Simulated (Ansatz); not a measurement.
## Electronic structure of SrO in real space

The calculation's input:

```
crystal:
  lattice:
    - [3.3893519944, 0.0, 0.0]
    - [-1.6946759972, 3.0858546358, 0.0]
    - [0.0, 0.0, 6.2551048169]
  atoms:
    - { symbol: Sr, position: [0.0, 0.0, 0.0] }
    - { symbol: Sr, position: [0.0, 0.0, 0.5] }
    - { symbol: O, position: [0.3282860134, 0.6565720269, 0.25] }
    - { symbol: O, position: [0.6717139866, 0.3434279731, 0.75] }
kpoints:
  mp_grid: { grid: [12, 12, 4] }
  band_path:
    path:
      - [0.0, 0.0, 0.0]
      - [0.5, 0.0, 0.0]
      - [0.3333333333, 0.3333333333, 0.0]
      - [0.0, 0.0, 0.5]
      - [0.5, 0.0, 0.5]
      - [0.3333333333, 0.3333333333, 0.5]
    npoints: 1
hamiltonian:
  xc: pbe
scf:
  occupations: { method: fermi_dirac, width: 0.02 }
  n_extra_bands: 5
output:
  forces: true
  stress: true
  eigenvalues: true
  write_density: true
  write_potential: true
  elf: true
  volumetric_format: npy
```

Command:

```sh
ansatz run input.yaml --threads 4 --pin off --max-ram 3686MiB --backend cpu --events-out ev --progress --plain --runs-dir out
```

Below, planes, directions and counts refer to the conventional cell (a = 3.39 Å, b = 6.17 Å, c = 6.26 Å, α = 90.00°, β = 90.00°, γ = 90.00°).

Space group Cmcm; started from the NiAs prototype, which need not be the ambient phase; changed on purpose from its base cell (uniaxial x strain -4.9%); computed pressure about 7 GPa in this cell.

Level of theory: DFT, PBE, plane waves, PAW in Ansatz.

In a PAW calculation such maps are meaningful between the atoms, not at the nuclei.

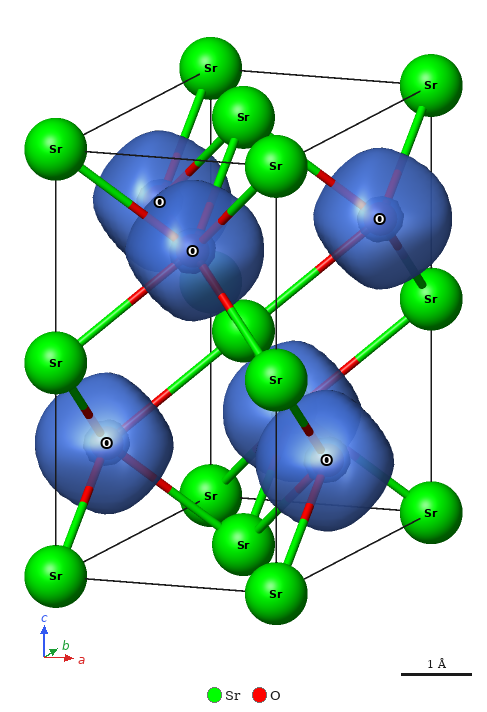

Figure 1. Isosurface of the ELF at 0.65 (blue), seen slightly off an axis. Only the valence region is drawn (cores and ρ < 0.01 e/Å³ removed). Sticks mark near contacts.

**Describe the localisation domains.**

The ELF exceeds this value in four regions wrapped around O (the valence shell of each), counted in one cell of 8 atoms. Regions shared between cells count once.


Sr–O (2.54 Å): the ELF is about 0.10 at the midpoint: a largely ionic contact.

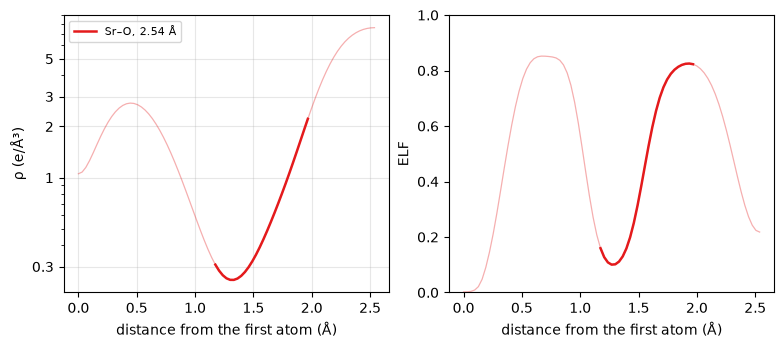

Figure 2. Valence charge density (pseudo) and ELF along straight lines between neighbouring atoms. Thin, pale parts lie inside the atomic spheres.

**What can be read from the curves?**

Sr–O (2.54 Å): ρ is about 0.26 e/Å³ halfway; the ELF is about 0.10 at the midpoint; an ionic contact with no shared pair.

**Does the calculation make it a metal, or give it a gap?**

It is gapped, with a Kohn–Sham gap of 3.4 eV on the k-point mesh, an upper bound to the gap of this method.
